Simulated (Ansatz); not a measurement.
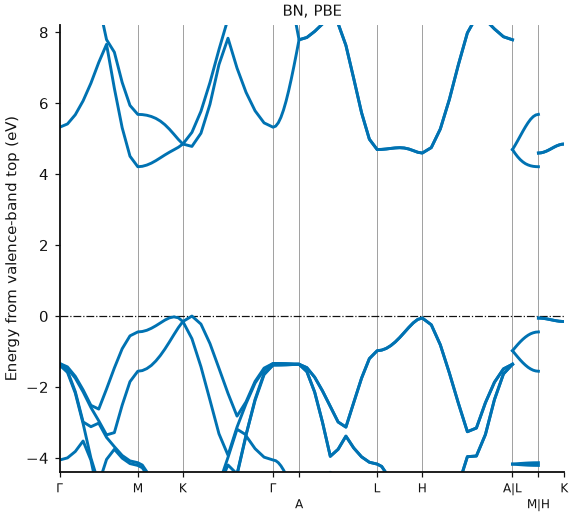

Band structure. Energies are counted from the top of the valence band.

System: layered hexagonal BN, space group P6_3/mmc, 4 atoms in the cell, relaxed with r2SCAN+rVV10.

Space group P6_3/mmc (No. 194). a = 2.501 Å, b = 2.501 Å, c = 6.524 Å, α = 90.00°, β = 90.00°, γ = 120.00°
```csv
atom,site,symmetry,x,y,z
B,2c,-6m2,0.3333,0.6667,0.2500
N,2d,-6m2,0.3333,0.6667,0.7500
```

Ansatz; PBE, Ansatz PAW set, no spin polarisation, no spin-orbit coupling, 12×12×4 k mesh, 420 eV cutoff, Fermi-Dirac smearing of 0.02 eV.

### What does the band structure say about the gap?

The bands leave a gap. The gap along this path is 4.21 eV and indirect, from the valence-band top between K and Γ to the conduction-band bottom at M; the smallest direct gap is 4.65 eV, at H. At H the top valence band lies only 0.06 eV lower.

### What are the direct gaps at K, H and L?

The direct gaps are 5.00 eV at K, 4.65 eV at H and 5.67 eV at L.

LDA, GGA and most meta-GGA functionals understate gaps. The cell is at 5 GPa in this functional.
